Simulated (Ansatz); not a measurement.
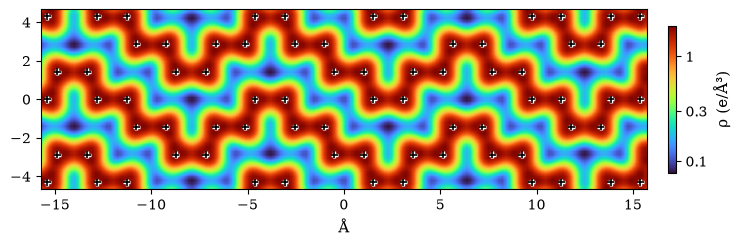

The valence charge density (pseudo) on a plane through atoms (crosses mark nuclei in the plane).

Method: Ansatz 0.2.0, DFT LDA, scalar-relativistic, plane waves, PAW.

Candidates:
A. AlGaN$_{2}$, a = 3.12 Å, b = 3.12 Å, c = 4.38 Å, α = 90.00°, β = 90.00°, γ = 90.00°. Space group P-4m2; a structure from a database of computed crystals, not necessarily the ambient phase.
B. C, a = 2.49 Å, b = 2.49 Å, c = 30.76 Å, α = 90.00°, β = 90.00°, γ = 120.00°. Space group R-3m.

> Which system is this?

Candidate B: C on the (110) plane of the conventional cell, which holds C. C–C (1.53 Å): the density is about 1.7 e/Å³ at the midpoint.
